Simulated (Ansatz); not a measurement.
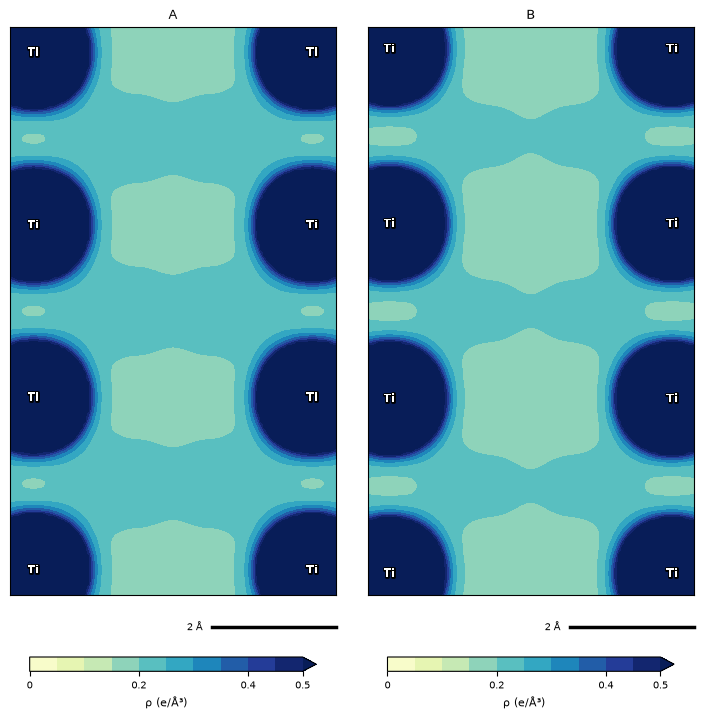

Ti. The valence charge density (pseudo) of two cells that differ in size, on the (100) plane of each (indices in the axes of the calculation cell), at one length scale and on one colour scale: B has 17.0 Å³ an atom and A 16.3.

Method: Kohn-Sham DFT of a periodic cell, r2SCAN, Ansatz PAW in Ansatz.

The density is the valence pseudo-density of a PAW calculation; it isn't the true density close to the nuclei.

The larger cell:

```
Ti
1.0
     4.56737    0.00000    0.00000
    -2.28369    3.95546    0.00000
     0.00000    0.00000    2.82624
Ti
3
Direct
  0.66667 0.33333 0.50000
  0.33333 0.66667 0.50000
  0.00000 0.00000 0.00000
```

The smaller cell: a = 4.506 Å, b = 4.506 Å, c = 2.788 Å, α = 90.00°, β = 90.00°, γ = 120.00°.

### What changes from the larger cell to the smaller?

From the larger cell to the smaller, Ti–Ti goes from 2.83 to 2.79 Å, and the density at its midpoint from 0.18 to 0.2 e/Å³; the pressure goes from −0.1 to 5 GPa.
